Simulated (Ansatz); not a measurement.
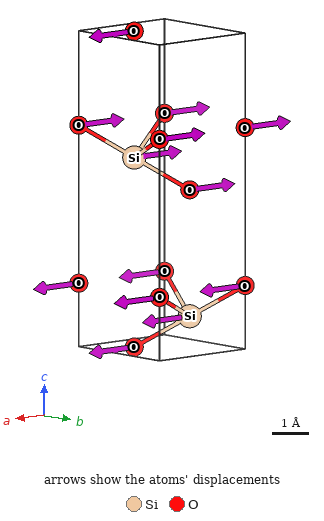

The lowest optical mode of a crystal of SiO2 (a generated structure), space group P6₃mc (No. 186), at the zone centre. The purple arrows are the displacements of the atoms (eigenvector over the root of the mass), of arbitrary overall length and sign. A ball-and-stick model of the cell of the calculation, seen from a free direction.

Method: Ansatz, DFT PBE+D3(BJ), scalar-relativistic, plane waves, PAW.

Input file:
```yaml
crystal:
  lattice:
    - [2.6869679503, 0.0, 0.0]
    - [-1.3434839752, 2.3269825041, 0.0]
    - [0.0, 0.0, 9.171493105]
  atoms:
    - { symbol: Si, position: [0.3333333333, 0.6666666667, 0.101114011] }
    - { symbol: Si, position: [0.6666666667, 0.3333333333, 0.601114011] }
    - { symbol: O, position: [0.0, 0.0, 0.2008763838] }
    - { symbol: O, position: [0.6666666667, 0.3333333333, 0.0012939452] }
    - { symbol: O, position: [0.0, 0.0, 0.7008763838] }
    - { symbol: O, position: [0.3333333333, 0.6666666667, 0.5012939452] }
basis:
  ecutwfc: 420
kpoints:
  mp_grid: { grid: [12, 12, 4] }
hamiltonian:
  xc: pbe
  dispersion: d3bj
scf:
  occupations: { method: fixed }
output:
  eigenvalues: true
phonons:
  method: dfpt
  dielectric: true
  rigid_motions: translations
  eigenvectors: true
  qmesh: [3, 3, 1]
  temperatures: { t_max: 1000, t_step: 100 }
  qpath:
    path:
      - [[0.0, 0.0, 0.0], [0.5, 0.0, 0.0], [0.33333333, 0.33333333, 0.0], [0.0, 0.0, 0.0], [0.0, 0.0, 0.5], [0.5, 0.0, 0.5], [0.33333333, 0.33333333, 0.5], [0.0, 0.0, 0.5]]
      - [[0.5, 0.0, 0.5], [0.5, 0.0, 0.0]]
      - [[0.33333333, 0.33333333, 0.5], [0.33333333, 0.33333333, 0.0]]
    npoints: 8
```

Launched with:
```bash
ansatz run input.yaml --threads 1 --pin off --max-ram 2560MiB --backend cpu --events-out ev --progress --plain --runs-dir out
```

Frequencies are those without the non-analytic (LO–TO) term.

Is the structure stable against all modes at this point?

Yes: this softest mode has a real frequency, and so have all others here. That speaks for this wave vector alone: the rest of the zone wasn't checked in this run. This is the E₂ mode (doubly degenerate; one member of the set is drawn) at 34 cm⁻¹, the lowest optical level, Raman-active by symmetry. All motion is along a; whole layers move rigidly against one another; the kinetic energy is shared as O 53 %, Si 47 %.
